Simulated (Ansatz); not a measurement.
System: LiNbO3.

Input file:

```
crystal:
  lattice:
    - [3.9557683461, 0.0, 0.0]
    - [0.0, 3.9557683461, 0.0]
    - [0.0, 0.0, 3.9557683461]
  atoms:
    - { symbol: Li, position: [0.0, 0.0, 0.0] }
    - { symbol: Nb, position: [0.5, 0.5, 0.5] }
    - { symbol: O, position: [0.5, 0.0, 0.5] }
    - { symbol: O, position: [0.5, 0.5, 0.0] }
    - { symbol: O, position: [0.0, 0.5, 0.5] }
basis:
  ecutwfc: 420
kpoints:
  mp_grid: { grid: [8, 8, 8] }
hamiltonian:
  xc: pbe
scf:
  occupations: { method: gaussian, width: 0.02 }
output:
  forces: true
  stress: true
  eigenvalues: true
  write_density: true
  write_potential: true
  elf: true
  volumetric_format: npy
relax:
  adjacent_minimum: "off"
  f_tol: 0.01
  max_steps: 80
  cell: { stress_tol: 0.05 }
```

Run with:

```sh
ansatz run input.yaml --threads 1 --pin off --max-ram 2560MiB --backend cpu --events-out ev --progress --plain --runs-dir out
```

Below, planes, directions and counts refer to the conventional cell (a = 3.96 Å, b = 3.96 Å, c = 3.96 Å, α = 90.00°, β = 90.00°, γ = 90.00°).

Space group Pm-3m; a structure generated by program, which may or may not match a known phase.

Theory: DFT PBE, scalar-relativistic, plane waves, PAW in Ansatz.

**What will maps of the valence pseudo-density and electron localisation function show?**

Nb–O (1.98 Å): ρ at the midpoint is about 0.9 e/Å³; the ELF peaks at about 0.85 in the valence shell of O, 0.6 Å from its nucleus, and drops to about 0.25 between the two atoms: no localised pair shows between them.
Li–O (2.80 Å): the density is about 0.06 e/Å³ at the midpoint, with its minimum of 0.03 e/Å³ about 1.0 Å from Li; the ELF is about 0.20 at the midpoint and 0 at its lowest between the atoms: no localised pair shows between them.

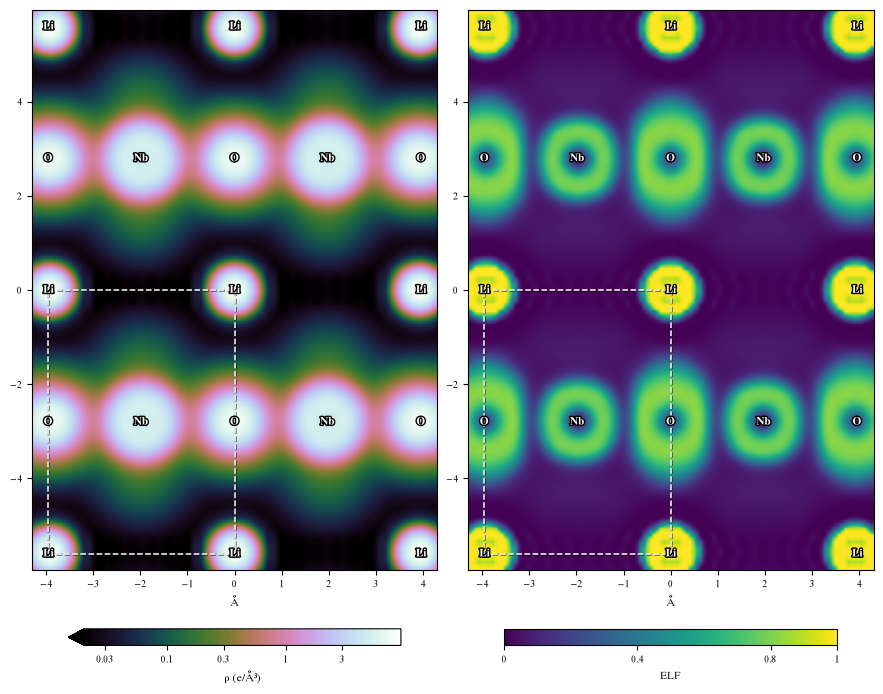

Computed valence pseudo-density and electron localisation function on the (011) plane of the conventional cell, in this order. 

Core electrons are frozen (PAW), and the valence fields are smoothed inside the atomic spheres.
